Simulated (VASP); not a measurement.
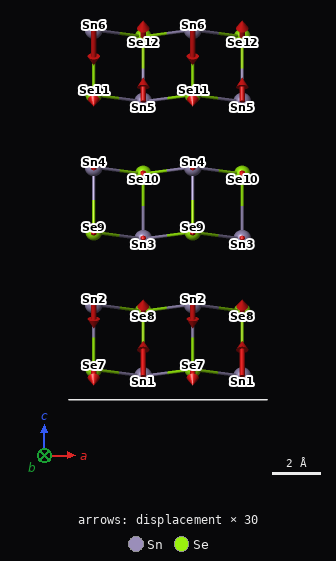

A relaxation of a slab of composition SnSe. The starting structure is drawn; red arrows show the displacements, 30 times their true length.

The picture is a ball-and-stick view of the 2 × 2 repeat of the cell, outlined in the plane, without the vacuum, seen along the b axis.

The run lets the atoms move in a fixed cell.

Theory: Kohn-Sham DFT of a periodic cell, rev-vdW-DF2, VASP PAW PBE potentials, recommended in VASP 6.6.1.

Input file:
```
PREC = Accurate
ENCUT = 520
EDIFF = 1E-6
ISMEAR = 0
SIGMA = 0.03
LREAL = False
LASPH = True
NELM = 80
ALGO = Normal
ISIF = 2
LWAVE = False
LCHARG = False
LDIPOL = True
IDIPOL = 3
DIPOL = 0.5 0.5 0.500
GGA = MK
LUSE_VDW = True
AGGAC = 0.0
PARAM1 = 0.1234
PARAM2 = 0.711357
ZAB_VDW = -1.8867
IBRION = 2
NSW = 80
EDIFFG = -0.02
KPAR = 4
```

Run as
```bash
cat potpaw_PBE.64/Sn_d/POTCAR potpaw_PBE.64/Se/POTCAR > POTCAR
mpirun -np 4 vasp_std > vasp.out
```

Question: Atoms of which element are displaced furthest, and by how much?

Answer: Tin: up to 0.058 Å, against 0.031 Å for selenium.

Question: What did the optimiser do to the structure, and how much energy did it gain?

Answer: The largest moves relative to the layer's centre, 0.058 Å, are those of Sn1 and Sn6. Sn1 goes at 31° to the normal (+c side). By element the largest moves are Sn 0.058 Å, Se 0.031 Å. The cell doesn't change. Near-neighbour distances that change, for instance: Sn1–Se7 3.333 → 3.289 Å, Sn1–Se8 2.779 → 2.740 Å, Sn1–Se7 (another image) 2.831 → 2.858 Å, Sn2–Se8 3.333 → 3.306 Å. After 11 geometry steps the energy has fallen by 13.6 meV per cell of the calculation. Largest force component: 0.18 eV/Å at the start, 0.015 eV/Å at the end.
